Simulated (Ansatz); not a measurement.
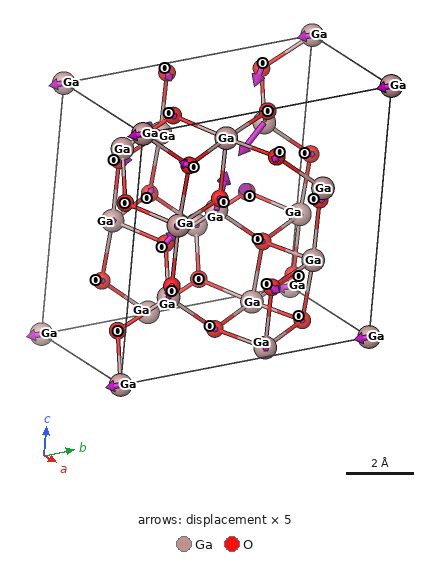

This is a relaxation of a defect cell of composition Ga₁₆O₂₃. The starting structure is drawn; purple arrows show the displacements, 5 times their true length.

The picture is a ball-and-stick view of the cell of the calculation (origin shifted), seen slightly off an axis.

Case: O vacancy (site i), charge +0, atoms relaxed at the host's cell.

The calculation used Ansatz 0.2.0, DFT PBEsol, scalar-relativistic, plane waves, PAW. Settings: plane-wave cutoff 420 eV; k-point mesh 2 × 2 × 2; occupations gaussian; smearing width 0.01 eV; mesh shifted by (0.5, 0.5, 0.5); no spin polarisation; atoms relaxed in a fixed cell; force threshold 0.025 eV/Å; at most 45 steps.

> What happened in the run?

The largest moves, 0.26 Å, are those of Ga atoms. By element the largest moves are Ga 0.26 Å, O 0.13 Å. The lattice vectors keep their values. Some distances before and after: Ga–Ga 3.047 → 2.547 Å, Ga–O 2.017 → 1.924 Å, Ga–O 1.842 → 1.911 Å, Ga–O 1.873 → 1.937 Å. Among the angles between lasting bonds that change: O–Ga–O 107.1° → 99.0°, O–Ga–O 105.9° → 98.0°, Ga–O–Ga 111.6° → 119.0°. After 5 accepted moves (6 points after the start) the energy has fallen by 0.682 eV per cell of the calculation. The largest force component goes from 2 to 0.0098 eV/Å. The line search rejected the trial step at point 4 of the run.

Limits of the set-up: the periodic images lie only 7.5 Å apart, so the values are limited by the cell's size.
